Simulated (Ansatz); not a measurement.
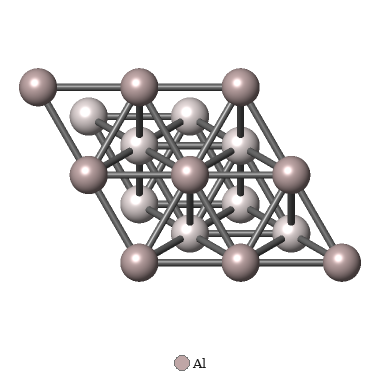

The system is N on an Al(001) slab cut from the P6_3/mmc phase, its upper half relaxed before the scan (9 atoms of substrate and one adsorbate in a 1 × 1 cell); the picture shows it without the atoms that are moved over the map. 
- N is moved over the surface cell; relaxed at each place: the height of the adsorbate's atoms; substrate rigid; the origin of the map has the adsorbate above Al9.
- Places are given modulo a cell vector. The map is drawn in real space over the plane of the surface.
- The scan uses a 6 × 6 grid; 10 points were computed and 26 follow by symmetry.
- All energies are given in eV relative to the lowest grid point.
- With one adsorbate in each 1 × 1 cell, its nearest image is 2.8 Å away, so neighbouring adsorbates interact.
- All numbers below come from DFT PBEsol, scalar-relativistic, plane waves, PAW in Ansatz. Settings: cutoff 420 eV, k-mesh 12×12×1, gaussian smearing 0.1 eV, no spin polarisation.

Range: position of N10 along the first surface vector from 0.000 to 0.833; position of N10 along the second surface vector from 0.000 to 0.833.

Question: What landscape does the calculation give?

Answer: The lowest grid point is at a threefold hollow over a second-layer Al atom, (4/6, 2/6) of the cell vectors. A higher local minimum lies near a threefold hollow over a third-layer Al atom, (2/6, 4/6) of the cell vectors (0.26 eV above the lowest at that grid point). The highest grid point, the top site over a surface Al atom, (0/6, 0/6) of the cell vectors, lies 4.41 eV above the lowest. On the interpolated surface the easiest way out of the lowest well to the well at a threefold hollow over a third-layer Al atom, (2/6, 4/6) of the cell vectors passes a barrier of about 2 eV. At the lowest point the adsorbate has 3 Al at 1.68 Å as nearest neighbours, at the highest 1 Al at 1.83 Å. Its relaxed height above the top atom is 0.36 Å at the lowest and 1.83 Å at the highest point.

```csv
"second ↓, first →",0/6,1/6,2/6,3/6,4/6,5/6
5/6,4.27,3.86,2.38,2.38,3.86,4.27
4/6,3.60,2.38,0.26,2.38,3.60,3.90
3/6,1.97,2.38,2.38,1.97,2.39,2.39
2/6,3.60,3.86,3.60,2.39,0.00,2.39
1/6,4.27,4.27,3.90,2.39,2.39,3.90
0/6,4.41,4.27,3.60,1.97,3.60,4.27
```

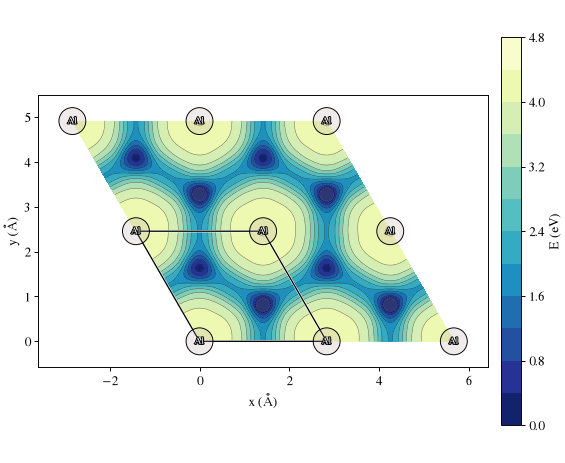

In the figure: filled contours, labelled circles for the atoms of the top layer and small ones for the second layer, the outline of one cell of the 2 × 2 shown. Between grid points the surface is interpolated.

Each point was launched as `ansatz run input.yaml --threads 1 --pin off --max-ram 3072MiB --backend cpu --events-out ev --progress --plain --runs-dir out`. Time for the 10 points that were run: 23 min on 1 thread of Intel(R) Xeon(R) Platinum 8259CL CPU @ 2.50GHz (Skylake/Cascade Lake), on a shared host.

PAW datasets: the set soft_1.
